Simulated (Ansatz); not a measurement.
Consider LiCl.

The calculation's input:

```
crystal:
  lattice:
    - [0.0, 2.56476, 2.4493458]
    - [2.56476, 0.0, 2.4493458]
    - [2.56476, 2.56476, 0.0]
  atoms:
    - { symbol: Li, position: [0.0, 0.0, 0.0] }
    - { symbol: Cl, position: [0.5, 0.5, 0.5] }
basis:
  ecutwfc: 420
kpoints:
  mp_grid: { grid: [8, 8, 8] }
hamiltonian:
  xc: pbe
scf:
  occupations: { method: gaussian, width: 0.05 }
output:
  forces: true
  stress: true
  eigenvalues: true
  write_density: true
  write_potential: true
  elf: true
  volumetric_format: npy
```

Command:

```sh
ansatz run input.yaml --threads 1 --pin off --max-ram 2560MiB --backend cpu --events-out ev --progress --plain --runs-dir out
```

Below, planes, directions and counts refer to the conventional cell (a = 3.63 Å, b = 3.63 Å, c = 4.90 Å, α = 90.00°, β = 90.00°, γ = 90.00°).

Space group I4/mmm; changed on purpose from its base cell (strain -0.0450 x Voigt [0, 0, 1, 0, 0, 0], atoms carried along); computed pressure about 2 GPa in this cell.

All numbers below come from Ansatz, DFT PBE, scalar-relativistic, plane waves, PAW.

What will maps of the valence pseudo-density and electron localisation function show?

Li–Cl (2.45 Å): ρ is about 0.27 e/Å³ halfway; the ELF peaks at about 0.90 in the valence shell of Cl, 0.9 Å from its nucleus, and falls to about 0 next to Li (a largely ionic contact).
Li–Cl (2.56 Å): ρ at the midpoint is about 0.21 e/Å³; the ELF peaks at about 0.90 in the valence shell of Cl, 0.8 Å from its nucleus, and falls to about 0 next to Li; a closed-shell, largely ionic contact.

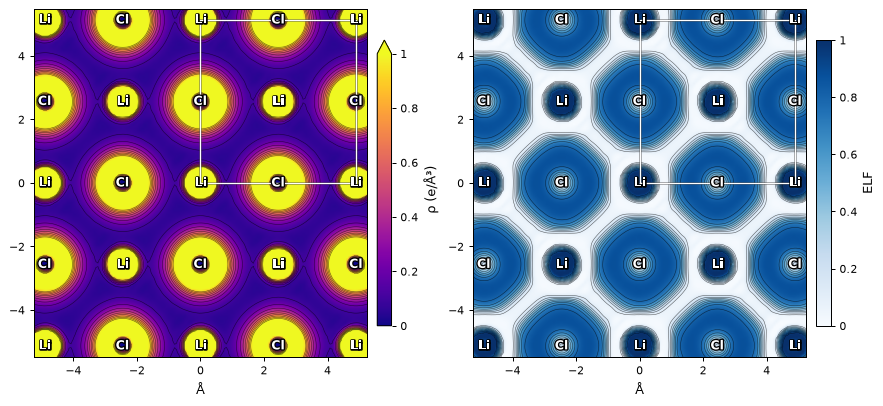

Computed valence pseudo-density and electron localisation function on the (110) plane of the conventional cell, in this order. 
